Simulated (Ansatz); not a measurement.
Run report: MnSi₃₀, geometry relaxation (part 3 of 3)

Continued. System: MnSi₃₀ (defect cell, 31 atoms in the cell). Method: DFT PBE, scalar-relativistic, plane waves, PAW, spin-polarised (Ansatz 0.2.0); cutoff 420 eV, 2×2×2 k-mesh, Gaussian smearing of 0.02 eV, collinear spins. The structure derives from a Materials Project entry. It belongs to a series of runs on one base structure; here: Mn on a Si site beside a Si vacancy, charge +0, atoms relaxed.

### Trajectory as extended XYZ, continued
```
31
Lattice="-5.4701 5.4701 -5.4701 5.4701 5.4701 5.4701 5.4701 -5.4701 -5.4701" Properties=species:S:1:pos:R:3:forces:R:3 step=2 energy=-22968.44693
Mn    4.2162   -1.2539   -4.2162    0.5876   0.5876  -0.5876
Si    6.8390   -1.3780   -1.3677   -0.0190  -0.0003  -0.0800
Si    1.3677    1.3689   -4.0921    0.0800  -0.0190   0.0003
Si    4.0890    4.1069   -4.0890   -0.0144  -0.0577   0.0144
Si    4.0921    1.3689   -1.3677   -0.0003  -0.0190  -0.0800
Si    1.3677   -1.3780   -6.8390    0.0800  -0.0003   0.0190
Si    6.8415    1.3714    1.3609    0.0243   0.0243   0.0269
Si   -1.3811    4.0890   -4.1069   -0.0144  -0.0144   0.0577
Si    1.3325    4.1314   -1.3325   -0.1346   0.0419   0.1346
Si   -1.3609    1.3714   -6.8415   -0.0269   0.0243  -0.0243
Si    1.3689    1.3677    1.3780   -0.0190   0.0800   0.0003
Si    4.1069    4.0890    1.3811   -0.0577  -0.0144   0.0144
Si    1.3714   -1.3609   -1.3714    0.0243  -0.0269  -0.0243
Si   -1.3387    6.8026   -1.3325    0.0419  -0.1346   0.1346
Si    1.3325    6.8026    1.3387   -0.1346  -0.1346  -0.0419
Si   -1.3780    1.3677   -1.3689   -0.0003   0.0800   0.0190
Si    2.7482    0.0001   -2.7482   -0.1247  -0.0320   0.1247
Si    5.4657   -0.0044    0.0021    0.0003   0.0003   0.0038
Si   -0.0090    2.7527   -2.7148   -0.0447   0.0334   0.0438
Si    2.7125    5.4766   -2.7125   -0.0330   0.0446   0.0330
Si    2.7148    2.7527    0.0090   -0.0438   0.0334   0.0447
Si   -0.0021   -0.0044   -5.4657   -0.0038   0.0003  -0.0003
Si    5.4766    2.7125    2.7576    0.0446  -0.0330   0.0330
Si   -2.7174    5.4611   -2.7148    0.0334  -0.0447   0.0438
Si   -2.7576    2.7125   -5.4766   -0.0330  -0.0330  -0.0446
Si    5.4702   -2.7219   -2.7482   -0.0320  -0.1247   0.1247
Si    2.7148    5.4611    2.7174   -0.0438  -0.0447  -0.0334
Si   -0.0044   -0.0021    0.0044    0.0003  -0.0038  -0.0003
Si    2.7527    2.7148   -5.4611    0.0334  -0.0438   0.0447
Si    5.4611    2.7148   -2.7527   -0.0447  -0.0438  -0.0334
Si    2.7482   -2.7219   -5.4702   -0.1247  -0.1247   0.0320
31
Lattice="-5.4701 5.4701 -5.4701 5.4701 5.4701 5.4701 5.4701 -5.4701 -5.4701" Properties=species:S:1:pos:R:3:forces:R:3 step=3 energy=-22968.70456
Mn    4.3309   -1.1392   -4.3309    0.4526   0.4526  -0.4526
Si    6.8325   -1.3836   -1.3762    0.0073   0.0133   0.0292
Si    1.3762    1.3624   -4.0865   -0.0292   0.0073  -0.0133
Si    4.0845    4.1017   -4.0845    0.0002  -0.0170  -0.0002
Si    4.0865    1.3624   -1.3762    0.0133   0.0073   0.0292
Si    1.3762   -1.3836   -6.8325   -0.0292   0.0133  -0.0073
Si    6.8425    1.3724    1.3673    0.0318   0.0318   0.0277
Si   -1.3856    4.0845   -4.1017    0.0002   0.0002   0.0170
Si    1.3065    4.1419   -1.3065   -0.1669   0.0357   0.1669
Si   -1.3673    1.3724   -6.8425   -0.0277   0.0318  -0.0318
Si    1.3624    1.3762    1.3836    0.0073  -0.0292  -0.0133
Si    4.1017    4.0845    1.3856   -0.0170   0.0002  -0.0002
Si    1.3724   -1.3673   -1.3724    0.0318  -0.0277  -0.0318
Si   -1.3282    6.7766   -1.3065    0.0357  -0.1669   0.1669
Si    1.3065    6.7766    1.3282   -0.1669  -0.1669  -0.0357
Si   -1.3836    1.3762   -1.3624    0.0133  -0.0292  -0.0073
Si    2.7580   -0.0261   -2.7580    0.0657  -0.1452  -0.0657
Si    5.4642   -0.0059    0.0029   -0.0038  -0.0038  -0.0502
Si   -0.0105    2.7538   -2.7085    0.0333  -0.0449   0.0134
Si    2.7024    5.4736   -2.7024   -0.0544  -0.0265   0.0544
Si    2.7085    2.7538    0.0105   -0.0134  -0.0449  -0.0333
Si   -0.0029   -0.0059   -5.4642    0.0502  -0.0038   0.0038
Si    5.4736    2.7024    2.7677   -0.0265  -0.0544   0.0544
Si   -2.7163    5.4596   -2.7085   -0.0449   0.0333   0.0134
Si   -2.7677    2.7024   -5.4736   -0.0544  -0.0544   0.0265
Si    5.4440   -2.7121   -2.7580   -0.1452   0.0657  -0.0657
Si    2.7085    5.4596    2.7163   -0.0134   0.0333   0.0449
Si   -0.0059   -0.0029    0.0059   -0.0038   0.0502   0.0038
Si    2.7538    2.7085   -5.4596   -0.0449  -0.0134  -0.0333
Si    5.4596    2.7085   -2.7538    0.0333  -0.0134   0.0449
Si    2.7580   -2.7121   -5.4440    0.0657   0.0657   0.1452
31
Lattice="-5.4701 5.4701 -5.4701 5.4701 5.4701 5.4701 5.4701 -5.4701 -5.4701" Properties=species:S:1:pos:R:3:forces:R:3 step=4 energy=-22968.90284
Mn    4.4423   -1.0278   -4.4423    0.3235   0.3235  -0.3235
Si    6.8257   -1.3847   -1.3796   -0.0191  -0.0400  -0.0188
Si    1.3796    1.3556   -4.0854    0.0188  -0.0191   0.0400
Si    4.0823    4.0969   -4.0823   -0.0194  -0.0226   0.0194
Si    4.0854    1.3556   -1.3796   -0.0400  -0.0191  -0.0188
Si    1.3796   -1.3847   -6.8257    0.0188  -0.0400   0.0191
Si    6.8500    1.3799    1.3745    0.0020   0.0020   0.0437
Si   -1.3878    4.0823   -4.0969   -0.0194  -0.0194   0.0226
Si    1.2694    4.1491   -1.2694   -0.1226   0.0161   0.1226
Si   -1.3745    1.3799   -6.8500   -0.0437   0.0020  -0.0020
Si    1.3556    1.3796    1.3847   -0.0191   0.0188   0.0400
Si    4.0969    4.0823    1.3878   -0.0226  -0.0194   0.0194
Si    1.3799   -1.3745   -1.3799    0.0020  -0.0437  -0.0020
Si   -1.3210    6.7395   -1.2694    0.0161  -0.1226   0.1226
Si    1.2694    6.7395    1.3210   -0.1226  -0.1226  -0.0161
Si   -1.3847    1.3796   -1.3556   -0.0400   0.0188   0.0191
Si    2.7820   -0.0568   -2.7820    0.1539  -0.0562  -0.1539
Si    5.4661   -0.0040    0.0031    0.0107   0.0107  -0.0045
Si   -0.0069    2.7479   -2.7043    0.0023  -0.0309   0.0158
Si    2.6870    5.4621   -2.6870   -0.0492  -0.0027   0.0492
Si    2.7043    2.7479    0.0069   -0.0158  -0.0309  -0.0023
Si   -0.0031   -0.0040   -5.4661    0.0045   0.0107  -0.0107
Si    5.4621    2.6870    2.7831   -0.0027  -0.0492   0.0492
Si   -2.7222    5.4632   -2.7043   -0.0309   0.0023   0.0158
Si   -2.7831    2.6870   -5.4621   -0.0492  -0.0492   0.0027
Si    5.4133   -2.6881   -2.7820   -0.0562   0.1539  -0.1539
Si    2.7043    5.4632    2.7222   -0.0158   0.0023   0.0309
Si   -0.0040   -0.0031    0.0040    0.0107   0.0045  -0.0107
Si    2.7479    2.7043   -5.4632   -0.0309  -0.0158  -0.0023
Si    5.4632    2.7043   -2.7479    0.0023  -0.0158   0.0309
Si    2.7820   -2.6881   -5.4133    0.1539   0.1539   0.0562
31
Lattice="-5.4701 5.4701 -5.4701 5.4701 5.4701 5.4701 5.4701 -5.4701 -5.4701" Properties=species:S:1:pos:R:3:forces:R:3 step=5 energy=-22969.06449
Mn    4.5528   -0.9173   -4.5528    0.2472   0.2472  -0.2472
Si    6.8155   -1.3946   -1.3841   -0.0189  -0.0076  -0.0041
Si    1.3841    1.3454   -4.0755    0.0041  -0.0189   0.0076
Si    4.0750    4.0924   -4.0750   -0.0037  -0.0065   0.0037
Si    4.0755    1.3454   -1.3841   -0.0076  -0.0189  -0.0041
Si    1.3841   -1.3946   -6.8155    0.0041  -0.0076   0.0189
Si    6.8622    1.3921    1.3772    0.0209   0.0209   0.0269
Si   -1.3951    4.0750   -4.0924   -0.0037  -0.0037   0.0065
Si    1.2358    4.1508   -1.2358   -0.0834   0.0199   0.0834
Si   -1.3772    1.3921   -6.8622   -0.0269   0.0209  -0.0209
Si    1.3454    1.3841    1.3946   -0.0189   0.0041   0.0076
Si    4.0924    4.0750    1.3951   -0.0065  -0.0037   0.0037
Si    1.3921   -1.3772   -1.3921    0.0209  -0.0269  -0.0209
Si   -1.3193    6.7059   -1.2358    0.0199  -0.0834   0.0834
Si    1.2358    6.7059    1.3193   -0.0834  -0.0834  -0.0199
Si   -1.3946    1.3841   -1.3454   -0.0076   0.0041   0.0189
Si    2.8240   -0.0840   -2.8240    0.0811  -0.0346  -0.0811
Si    5.4682   -0.0019    0.0064   -0.0010  -0.0010  -0.0094
Si   -0.0099    2.7391   -2.6980    0.0007  -0.0248   0.0227
Si    2.6702    5.4581   -2.6702   -0.0400  -0.0181   0.0400
Si    2.6980    2.7391    0.0099   -0.0227  -0.0248  -0.0007
Si   -0.0064   -0.0019   -5.4682    0.0094  -0.0010   0.0010
Si    5.4581    2.6702    2.7999   -0.0181  -0.0400   0.0400
Si   -2.7310    5.4602   -2.6980   -0.0248   0.0007   0.0227
Si   -2.7999    2.6702   -5.4581   -0.0400  -0.0400   0.0181
Si    5.3861   -2.6461   -2.8240   -0.0346   0.0811  -0.0811
Si    2.6980    5.4602    2.7310   -0.0227   0.0007   0.0248
Si   -0.0019   -0.0064    0.0019   -0.0010   0.0094   0.0010
Si    2.7391    2.6980   -5.4602   -0.0248  -0.0227  -0.0007
Si    5.4602    2.6980   -2.7391    0.0007  -0.0227   0.0248
Si    2.8240   -2.6461   -5.3861    0.0811   0.0811   0.0346
31
Lattice="-5.4701 5.4701 -5.4701 5.4701 5.4701 5.4701 5.4701 -5.4701 -5.4701" Properties=species:S:1:pos:R:3:forces:R:3 step=6 energy=-22969.16371
Mn    4.6658   -0.8043   -4.6658    0.1370   0.1370  -0.1370
Si    6.8054   -1.3999   -1.3848   -0.0081  -0.0159   0.0013
Si    1.3848    1.3353   -4.0702   -0.0013  -0.0081   0.0159
Si    4.0709    4.0861   -4.0709   -0.0198  -0.0062   0.0198
Si    4.0702    1.3353   -1.3848   -0.0159  -0.0081   0.0013
Si    1.3848   -1.3999   -6.8054   -0.0013  -0.0159   0.0081
Si    6.8770    1.4069    1.3838    0.0112   0.0112   0.0109
Si   -1.3991    4.0709   -4.0861   -0.0198  -0.0198   0.0062
Si    1.1996    4.1562   -1.1996   -0.0283   0.0083   0.0283
Si   -1.3838    1.4069   -6.8770   -0.0109   0.0112  -0.0112
Si    1.3353    1.3848    1.3999   -0.0081  -0.0013   0.0159
Si    4.0861    4.0709    1.3991   -0.0062  -0.0198   0.0198
Si    1.4069   -1.3838   -1.4069    0.0112  -0.0109  -0.0112
Si   -1.3139    6.6697   -1.1996    0.0083  -0.0283   0.0283
Si    1.1996    6.6697    1.3139   -0.0283  -0.0283  -0.0083
Si   -1.3999    1.3848   -1.3353   -0.0159  -0.0013   0.0081
Si    2.8621   -0.1040   -2.8621    0.0166  -0.0041  -0.0166
Si    5.4715    0.0014    0.0116   -0.0052  -0.0052   0.0025
Si   -0.0112    2.7298   -2.6886    0.0105   0.0057   0.0103
Si    2.6533    5.4491   -2.6533   -0.0122  -0.0076   0.0122
Si    2.6886    2.7298    0.0112   -0.0103   0.0057  -0.0105
Si   -0.0116    0.0014   -5.4715   -0.0025  -0.0052   0.0052
Si    5.4491    2.6533    2.8168   -0.0076  -0.0122   0.0122
Si   -2.7403    5.4589   -2.6886    0.0057   0.0105   0.0103
Si   -2.8168    2.6533   -5.4491   -0.0122  -0.0122   0.0076
Si    5.3661   -2.6080   -2.8621   -0.0041   0.0166  -0.0166
Si    2.6886    5.4589    2.7403   -0.0103   0.0105  -0.0057
Si    0.0014   -0.0116   -0.0014   -0.0052  -0.0025   0.0052
Si    2.7298    2.6886   -5.4589    0.0057  -0.0103  -0.0105
Si    5.4589    2.6886   -2.7298    0.0105  -0.0103  -0.0057
Si    2.8621   -2.6080   -5.3661    0.0166   0.0166   0.0041
31
Lattice="-5.4701 5.4701 -5.4701 5.4701 5.4701 5.4701 5.4701 -5.4701 -5.4701" Properties=species:S:1:pos:R:3:forces:R:3 step=7 energy=-22969.18820
Mn    4.7618   -0.7083   -4.7618    0.0044   0.0044  -0.0044
Si    6.7989   -1.4026   -1.3807    0.0055   0.0147   0.0141
Si    1.3807    1.3288   -4.0675   -0.0141   0.0055  -0.0147
Si    4.0603    4.0756   -4.0603    0.0125   0.0107  -0.0125
Si    4.0675    1.3288   -1.3807    0.0147   0.0055   0.0141
Si    1.3807   -1.4026   -6.7989   -0.0141   0.0147  -0.0055
Si    6.8851    1.4150    1.3860   -0.0029  -0.0029   0.0069
Si   -1.4098    4.0603   -4.0756    0.0125   0.0125  -0.0107
Si    1.1848    4.1649   -1.1848   -0.0049   0.0022   0.0049
Si   -1.3860    1.4150   -6.8851   -0.0069  -0.0029   0.0029
Si    1.3288    1.3807    1.4026    0.0055  -0.0141  -0.0147
Si    4.0756    4.0603    1.4098    0.0107   0.0125  -0.0125
Si    1.4150   -1.3860   -1.4150   -0.0029  -0.0069   0.0029
Si   -1.3052    6.6549   -1.1848    0.0022  -0.0049   0.0049
Si    1.1848    6.6549    1.3052   -0.0049  -0.0049  -0.0022
Si   -1.4026    1.3807   -1.3288    0.0147  -0.0141  -0.0055
Si    2.8787   -0.1081   -2.8787   -0.0099  -0.0009   0.0099
Si    5.4671   -0.0030    0.0237   -0.0116  -0.0116  -0.0296
Si   -0.0091    2.7267   -2.6782   -0.0011  -0.0079   0.0021
Si    2.6457    5.4476   -2.6457    0.0050  -0.0055  -0.0050
Si    2.6782    2.7267    0.0091   -0.0021  -0.0079   0.0011
Si   -0.0237   -0.0030   -5.4671    0.0296  -0.0116   0.0116
Si    5.4476    2.6457    2.8244   -0.0055   0.0050  -0.0050
Si   -2.7434    5.4610   -2.6782   -0.0079  -0.0011   0.0021
Si   -2.8244    2.6457   -5.4476    0.0050   0.0050   0.0055
Si    5.3620   -2.5914   -2.8787   -0.0009  -0.0099   0.0099
Si    2.6782    5.4610    2.7434   -0.0021  -0.0011   0.0079
Si   -0.0030   -0.0237    0.0030   -0.0116   0.0296   0.0116
Si    2.7267    2.6782   -5.4610   -0.0079  -0.0021   0.0011
Si    5.4610    2.6782   -2.7267   -0.0011  -0.0021   0.0079
Si    2.8787   -2.5914   -5.3620   -0.0099  -0.0099   0.0009
31
Lattice="-5.4701 5.4701 -5.4701 5.4701 5.4701 5.4701 5.4701 -5.4701 -5.4701" Properties=species:S:1:pos:R:3:forces:R:3 step=8 energy=-22969.18873
Mn    4.7646   -0.7055   -4.7646   -0.0011  -0.0011   0.0011
Si    6.8012   -1.4018   -1.3800   -0.0001  -0.0042  -0.0003
Si    1.3800    1.3311   -4.0683    0.0003  -0.0001   0.0042
Si    4.0625    4.0782   -4.0625   -0.0043  -0.0006   0.0043
Si    4.0683    1.3311   -1.3800   -0.0042  -0.0001  -0.0003
Si    1.3800   -1.4018   -6.8012    0.0003  -0.0042   0.0001
Si    6.8818    1.4117    1.3873    0.0036   0.0036  -0.0009
Si   -1.4075    4.0625   -4.0782   -0.0043  -0.0043   0.0006
Si    1.1841    4.1641   -1.1841   -0.0005   0.0032   0.0005
Si   -1.3873    1.4117   -6.8818    0.0009   0.0036  -0.0036
Si    1.3311    1.3800    1.4018   -0.0001   0.0003   0.0042
Si    4.0782    4.0625    1.4075   -0.0006  -0.0043   0.0043
Si    1.4117   -1.3873   -1.4117    0.0036   0.0009  -0.0036
Si   -1.3060    6.6542   -1.1841    0.0032  -0.0005   0.0005
Si    1.1841    6.6542    1.3060   -0.0005  -0.0005  -0.0032
Si   -1.4018    1.3800   -1.3311   -0.0042   0.0003   0.0001
Si    2.8735   -0.1063   -2.8735    0.0043   0.0002  -0.0043
Si    5.4663   -0.0038    0.0189    0.0017   0.0017   0.0005
Si   -0.0096    2.7274   -2.6791    0.0023   0.0011   0.0019
Si    2.6461    5.4455   -2.6461   -0.0013  -0.0041   0.0013
Si    2.6791    2.7274    0.0096   -0.0019   0.0011  -0.0023
Si   -0.0189   -0.0038   -5.4663   -0.0005   0.0017  -0.0017
Si    5.4455    2.6461    2.8240   -0.0041  -0.0013   0.0013
Si   -2.7427    5.4605   -2.6791    0.0011   0.0023   0.0019
Si   -2.8240    2.6461   -5.4455   -0.0013  -0.0013   0.0041
Si    5.3638   -2.5966   -2.8735    0.0002   0.0043  -0.0043
Si    2.6791    5.4605    2.7427   -0.0019   0.0023  -0.0011
Si   -0.0038   -0.0189    0.0038    0.0017  -0.0005  -0.0017
Si    2.7274    2.6791   -5.4605    0.0011  -0.0019  -0.0023
Si    5.4605    2.6791   -2.7274    0.0023  -0.0019  -0.0011
Si    2.8735   -2.5966   -5.3638    0.0043   0.0043  -0.0002
```

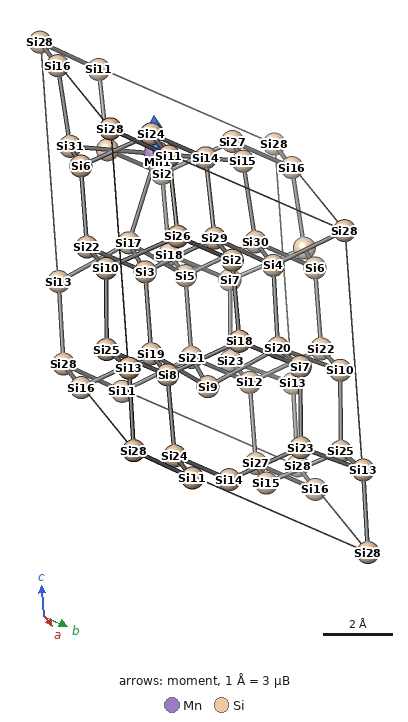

Figure 1. Magnetic moments of the sites as blue arrows (ball-and-stick view of the cell of the calculation, seen slightly off an axis; atoms are numbered from 1 in the order of the input); small moments hardly show. The run is collinear, so the axis drawn is arbitrary. Site moments: Mn1 (3.44 μB). They are counted near the atoms and needn't add up to the moment of the cell.

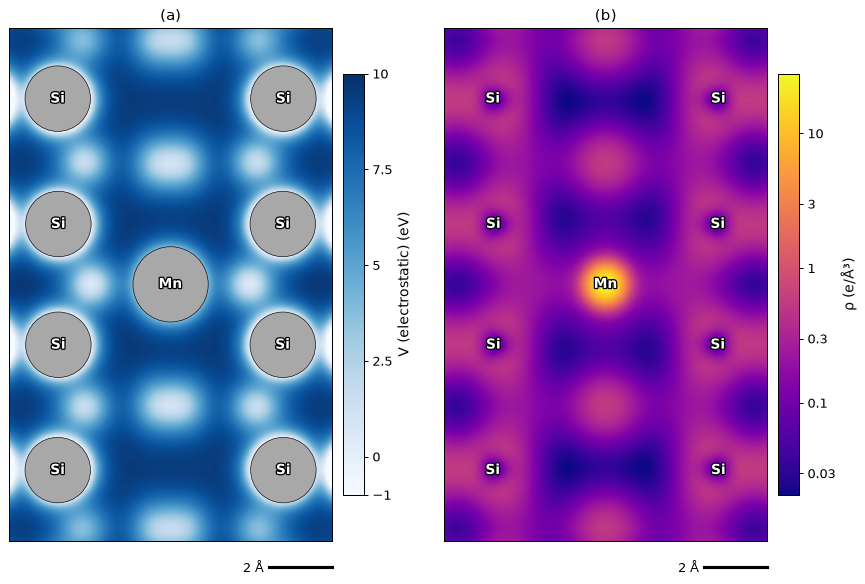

Figure 2. (a) electrostatic potential energy of an electron; (b) valence pseudo-density on the (110) plane of the calculation cell. Grey discs, where drawn, cover atomic cores. Away from the nuclei the density in this plane falls to 0.02 e/Å³ at its lowest. Outside the cores the potential energy rises away from the atoms and is highest about 2.2 Å from the nearest atoms; outside the discs it spans about 10 eV, and its zero is arbitrary. The fields are those of the smooth PAW valence density.

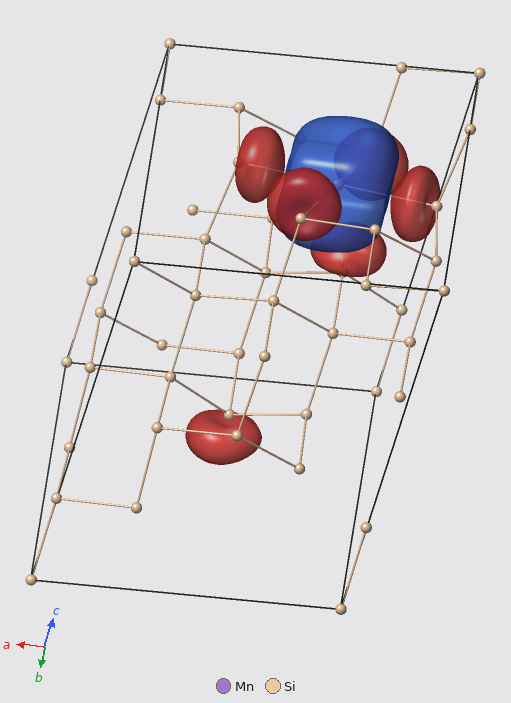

Figure 3. Isosurfaces of the spin density at +0.006 (blue) and −0.006 e/Å³ (red), seen at an oblique angle. Sticks mark near contacts. The outline is the calculation cell. The spin density sits on Mn: +3.4 μB in one cell of 31 atoms. The cell of the calculation (31 atoms) carries 3.5 μB net.

### Results in brief

```csv
quantity,value
outcome,converged
electrons treated,135
free energy,−22969.1887 eV
Fermi energy,5.539 eV
gap on the k-point mesh,none (metallic)
net moment of the cell,3.50 μB
integrated absolute moment,4.30 μB
final volume,654.70 Å³
largest force (length of the vector) at the end,0.006 eV/Å
hardware,"4 threads of Arm Neoverse V2, 24 GiB of memory available, shared host"
wall time,1.9 min (CPU time 7.2 min)
peak memory,1.6 GiB
```
